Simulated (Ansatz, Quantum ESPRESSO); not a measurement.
# KI (Fm-3m): the LO frequency by hand

Wanted: the LO mode of KI (Fm-3m) from the TO mode and the field response.

Method: DFT LDA, scalar-relativistic, plane waves, PseudoDojo norm-conserving pseudopotentials, in Quantum ESPRESSO 7.5.

## Step 1: Set-up

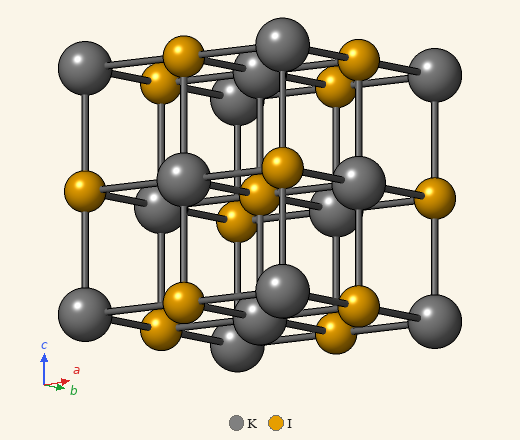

The cell as given, from a free direction (potassium grey, iodine orange). This picture shows the conventional cell, with its axes. Some periodic images of atoms are drawn too.

This is the cell after its relaxation at this level of theory, not the database cell from which that began.

## Step 2: What the response run gave

A linear-response run on the relaxed cell, with the response to an electric field; only its zone-centre results are used. Cutoff 72 Ry, k mesh 6×6×6.

The program printed:

```text
[banners, grids, parts of the stress and lines that vanish by symmetry left out]
Program PHONON v.7.5
     Reading xml data from directory:

[...]
Exchange-correlation= PW
                           (   1   4   0   0   0   0   0)
[...]
kinetic-energy cut-off    =      72.0000  Ry
     charge density cut-off    =     288.0000  Ry
     convergence threshold     =      1.0E-18
[...]
Exchange-correlation= PW
                           (   1   4   0   0   0   0   0)
[...]
q = (   0.0000000   0.0000000   0.0000000 )
     49 Sym.Ops. (with q -> -q+G )
     G cutoff = 1210.6635  (  44039 G-vectors)     FFT grid: ( 50, 50, 50)
     number of k points=    16
[...]
Mode symmetry, O_h (m-3m)  point group:
[...]
Dielectric constant
[...]
End of electric fields calculation
          Dielectric constant in cartesian axis
          (       3.133807977       0.000000000       0.000000000 )
          (       0.000000000       3.133807977      -0.000000000 )
          (       0.000000000      -0.000000000       3.133807977 )
          Effective charges (d Force / dE) in cartesian axis without acoustic sum rule applied (asr)
           atom    1  K     Mean Z*:        1.10579
      Ex  (        1.10579        0.00000        0.00000 )
      Ey  (        0.00000        1.10579       -0.00000 )
      Ez  (        0.00000       -0.00000        1.10579 )
           atom    2  I     Mean Z*:       -1.10981
      Ex  (       -1.10981       -0.00000        0.00000 )
      Ey  (       -0.00000       -1.10981        0.00000 )
      Ez  (        0.00000       -0.00000       -1.10981 )
          Effective charges Sum: Mean:       -0.00403
[...]
Effective charges (d Force / dE) in cartesian axis with asr applied:
           atom    1  K     Mean Z*:        1.10780
[...]
atom    2  I     Mean Z*:       -1.10780
[...]
Representation #   1 modes #   1   2   3
[...]
End of self-consistent calculation
     Convergence has been achieved
     Representation #   2 modes #   4   5   6
[...]
End of self-consistent calculation
     Convergence has been achieved
[...]
Dielectric constant in cartesian axis
          (       3.133807977       0.000000000       0.000000000 )
          (       0.000000000       3.133807977      -0.000000000 )
          (       0.000000000      -0.000000000       3.133807977 )
          Effective charges (d Force / dE) in cartesian axis without acoustic sum rule applied (asr)
           atom    1  K     Mean Z*:        1.10579
      Ex  (        1.10579        0.00000        0.00000 )
      Ey  (        0.00000        1.10579       -0.00000 )
      Ez  (        0.00000       -0.00000        1.10579 )
           atom    2  I     Mean Z*:       -1.10981
      Ex  (       -1.10981       -0.00000        0.00000 )
      Ey  (       -0.00000       -1.10981        0.00000 )
      Ez  (        0.00000       -0.00000       -1.10981 )
          Effective charges Sum: Mean:       -0.00403
[...]
Effective charges (d Force / dE) in cartesian axis with asr applied:
           atom    1  K     Mean Z*:        1.10780
[...]
atom    2  I     Mean Z*:       -1.10780
[...]
q = (    0.000000000   0.000000000   0.000000000 )
[...]
freq (    1) =       0.014347 [THz] =       0.478567 [cm-1]
     freq (    2) =       0.014347 [THz] =       0.478567 [cm-1]
     freq (    3) =       0.014347 [THz] =       0.478567 [cm-1]
     freq (    4) =       3.441265 [THz] =     114.788242 [cm-1]
     freq (    5) =       3.441265 [THz] =     114.788242 [cm-1]
     freq (    6) =       3.441265 [THz] =     114.788242 [cm-1]
[...]
Mode symmetry, O_h (m-3m)  point group:
     freq (   1-   3) =          0.5  [cm-1]   --> T_1u G_15  G_4- I
     freq (   4-   6) =        114.8  [cm-1]   --> T_1u G_15  G_4- I

   JOB DONE.
```

```csv
quantity,value
cell volume Ω (Å³),79.201
mass of K (u),39.098
mass of I (u),126.904
"Born charge of K, raw (e)",1.106
"Born charge of I, raw (e)",-1.110
ε∞,3.134
ω(TO) after the sum rule (cm⁻¹),114.8
```

## Step 3: The calculation

The charges must sum to zero over the cell; taking off their mean, -0.002 e, leaves Z* = 1.108 e on K. In the polar mode K moves against I, so the reduced mass is μ = 39.10 × 126.90 / 166.00 = 29.890 u.

A longitudinal wave builds up a field that adds to the restoring force: ω(LO)² = ω(TO)² + 4π Z*² / (μ Ω ε∞), in Hartree atomic units. With μ = 54485 electron masses and Ω = 534.47 bohr³ the second term is 1.6899e-07 Ha², or 8140 cm⁻² (1 Ha = 219474.6 cm⁻¹).

So ω(LO) = √(13177 + 8140) = 146.0 cm⁻¹, and by the Lyddane-Sachs-Teller relation ε₀ = ε∞ (ω(LO)/ω(TO))² = 5.07.

## Step 4: Check against the program

The analysis program adds the same non-analytic term to the full matrix, here for q along (1 0 0).

The program printed:

```text
[banner, memory and clock lines left out]
Program DYNMAT v.7.5

     Reading Dynamical Matrix from file g.dyn
     ...Force constants read
     ...epsilon and Z* read

     Polarizability (A^3 units)
     multiply by 0.584362 for Clausius-Mossotti correction
        13.448533    0.000000    0.000000
         0.000000   13.448533   -0.000000
         0.000000   -0.000000   13.448533

     IR activities are in (D/A)^2/amu units

# mode   [cm-1]    [THz]      IR
    1     -0.00   -0.0000    0.0000
    2      0.00    0.0000    0.0000
    3      0.00    0.0000    0.0000
    4    114.79    3.4412    0.9473
    5    114.79    3.4412    0.9473
    6    146.00    4.3769    0.9473
```

ε₀ comes from the program's run without a direction of q.

```csv
quantity,by hand,program
ω(LO) (cm⁻¹),146.0,146.0
ε₀,5.07,5.07
```

## Step 5: Summary of results

```json
{
  "TO mode": "114.8 cm⁻¹",
  "LO mode": "146 cm⁻¹",
  "static dielectric constant": "5.070"
}
```

In words: The LO mode of KI (Fm-3m) lies at 146 cm⁻¹, 31 cm⁻¹ above the TO mode; the formula meets the program within 0.1 cm⁻¹, as it must for a cubic crystal with one polar mode. ω(LO)² − ω(TO)² goes with Z*²/ε∞: an error of 5 % in ε∞ would move the LO mode by 1.3 cm⁻¹, and semilocal functionals tend to overestimate ε∞. These are harmonic values at zero temperature, at the volume of this functional, for the structure held cubic; stability elsewhere in the zone is no part of this calculation.

[Host names and launcher messages were left out of these logs when they were recorded.]

[Logs are printed without paths, hosts, clocks, repeated set-up lines and the standing remarks that a program may print on its own settings, such as how far it seeks lower states.]

[Hosts, paths, dates, database ids (printed as entryN), source tags and the programs' standing remarks are cut or masked in the printed files.]
